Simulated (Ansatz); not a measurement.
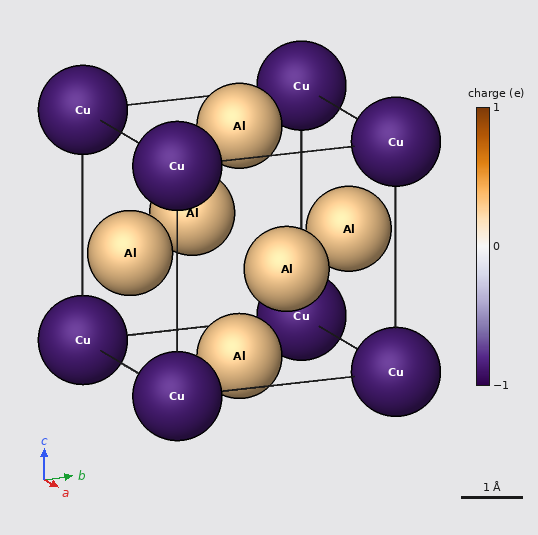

Shown here is a spheres-only view of the crystal, taken slightly off an axis. The wireframe shows the simulation cell. The atoms of this Al3Cu cell are coloured by their Bader charge.

Calculation details: Ansatz, DFT r2SCAN, scalar-relativistic, plane waves, PAW; a 500 eV plane-wave basis, Brillouin-zone sampling on a 12×12×12 mesh, Gaussian smearing of 0.1 eV, no spin polarisation.

### Read the charges from the picture.

Most positive: Al; most negative: Cu. Charges: about Al +0.3 e; Cu -0.8 e.

The starting point was a structure listed in the Materials Project. Earlier steps of the study may have refined or changed the cell and positions. A calculation with Ansatz used it as input.
